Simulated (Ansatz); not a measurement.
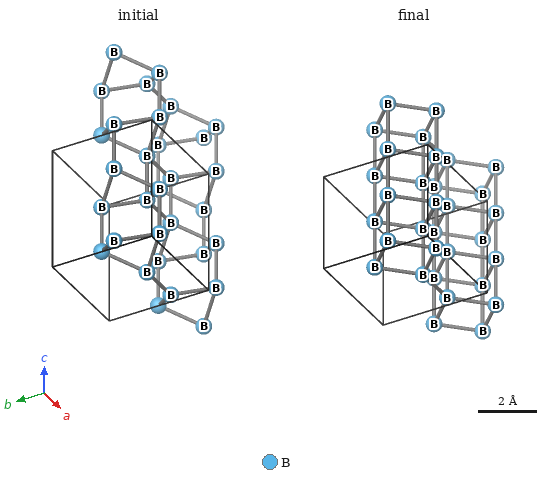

The structure of solid B (a generated structure, set up in P4_2/mmc) before (left) and after (right) a relaxation, at one scale.

The picture is a ball-and-stick view of the cell of the calculation, repeated 2 × 1 × 2 with one cell outlined, seen from a free direction.

These are results of Ansatz, DFT PBE, scalar-relativistic, plane waves, PAW, not measurements.

Input file:
```yaml
crystal:
  lattice:
    - [4.009868348, 0.0, 0.0]
    - [0.0, 4.009868348, 0.0]
    - [0.0, 0.0, 4.855491745]
  atoms:
    - { symbol: B, position: [0.791218092, 0.5, 0.1898054778] }
    - { symbol: B, position: [0.5, 0.791218092, 0.6898054778] }
    - { symbol: B, position: [0.5, 0.208781908, 0.6898054778] }
    - { symbol: B, position: [0.791218092, 0.5, 0.8101945222] }
    - { symbol: B, position: [0.208781908, 0.5, 0.8101945222] }
    - { symbol: B, position: [0.208781908, 0.5, 0.1898054778] }
    - { symbol: B, position: [0.5, 0.791218092, 0.3101945222] }
    - { symbol: B, position: [0.5, 0.208781908, 0.3101945222] }
basis:
  ecutwfc: 420
kpoints:
  mp_grid: { grid: [10, 10, 8] }
hamiltonian:
  xc: pbe
scf:
  occupations: { method: gaussian, width: 0.1 }
output:
  forces: true
  stress: true
  eigenvalues: true
relax:
  adjacent_minimum: "off"
  f_tol: 0.01
  max_steps: 80
  cell: { stress_tol: 0.05 }
```

Command:
```bash
ansatz run input.yaml --threads 1 --pin off --max-ram 2048MiB --backend cpu --events-out ev --progress --plain --runs-dir out
```

Describe what moved and what it gained.

After 9 accepted moves (14 points after the start) the energy has fallen by 2.136 eV per cell of the calculation. The largest force component goes from 0.25 to 0.00019 eV/Å. Pressure: −0.25 GPa at the start and 0.00 GPa at the end. The line search rejected the trial steps at points 7, 8, 10 of the run. The SCF was repeated twice at an unchanged geometry on a basis and grid sized afresh for the cell, which shifted the energy by 6.2 meV per cell of the calculation at most. The largest moves relative to the cell, 0.23 Å, are those of 8 atoms (B1, B2, B3, B4 and others). B5 goes along −c. The drawn cell changes as follows: a = b 4.010 → 4.203 Å (+4.8 %), c 4.855 → 3.824 Å (−21.2 %); the volume changes by −13.5 %. Among the contacts that change: B1–B4 3.012 → 1.912 Å, B1–B4 (another image) 1.843 → 1.912 Å, B1–B6 1.674 → 1.710 Å, B1–B7 1.752 → 1.763 Å. New bonds form: B1–B4 (3.01 → 1.91 Å), B2–B7 (3.01 → 1.91 Å), B3–B8 (3.01 → 1.91 Å), B5–B6 (3.01 → 1.91 Å). Among the angles between lasting bonds that change: B4–B1–B7 109.5° → 90.0°, B7–B1–B8 83.6° → 90.0°, B6–B1–B7 131.8° → 135.0°. The space group (tolerance 0.01 Å) goes from P4_2/mmc (No. 131) to P4/mmm (No. 123). The run took 2.2 min on 1 thread of Intel(R) Xeon(R) CPU @ 2.60GHz (Ice Lake), with other jobs on the host, peak memory 0.48 GiB.
